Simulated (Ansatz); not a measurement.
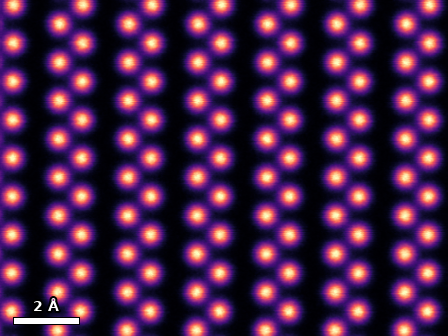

HAADF-like image of a crystal. Simulated incoherent Z contrast: every atom adds Z^1.7 spread by a probe of 0.50 Å full width; channelling and multiple scattering are left out. The probe carries 15 % of its weight in a tail 2.5 times as wide. Shot noise and a slight drift were added.

### Give the net of the columns and its spacings.

The pattern repeats on a rectangular net of 1.2 × 2.2 Å.

### Which plane group does this projection have?

p2mg: mirror lines in one direction, glide lines across them, twofold points on the glide lines.

### How many columns does the smallest repeating cell hold, and how many levels of brightness?

2 columns in the primitive cell of 2.6 Å², all of one brightness.

The crystal is Ni (P6_3/mmc, No. 194) seen along [102]. Model: the end point of a relaxation with Ansatz 0.2.0, DFT, revPBE, plane waves (420 eV) with PAW, scalar-relativistic; the starting structure was generated, so it need not be a known form of this composition.
